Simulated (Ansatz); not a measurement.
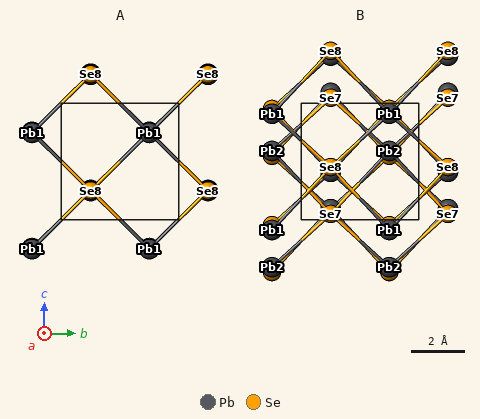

Two geometries of a crystal of PbSe (set up in Pnma), drawn at one scale. One is the start of a relaxation, the other its converged end. The picture is a ball-and-stick view of the cell of the calculation, seen along the a axis.

Method: DFT, PBE, plane-wave PAW, default files, scalar-relativistic (Ansatz 0.2.0). (plane-wave cutoff 420 eV; k-point mesh 3 × 8 × 8; occupations fermi dirac; smearing width 0.01 eV; no spin polarisation; atoms relaxed in a fixed cell; force threshold 0.02 eV/Å; at most 60 steps)

Q: Which geometry has the lower energy?

A: Structure A is the relaxed one. The energy falls by 0.207 eV per cell of the calculation in 6 geometry steps. The largest force component goes from 0.083 to 0.0051 eV/Å. The largest moves, 0.89 Å, are those of Se atoms. By element the largest moves are Se 0.89 Å, Pb 0.73 Å. The cell stays as it was. Near-neighbour distances that change, for instance: Pb–Se 3.268 → 3.150 Å, Pb–Se 3.011 → 3.124 Å, Pb–Se 2.878 → 2.950 Å. Among the angles between lasting bonds that change: Pb–Se–Pb 95.5° → 91.0°, Se–Pb–Se 95.5° → 91.0°, Se–Pb–Se 86.0° → 90.0°. The space group stays Pnma (No. 62). The run took 7.7 min on 1 thread of Arm Neoverse V1 (shared host), peak memory 1 GiB.
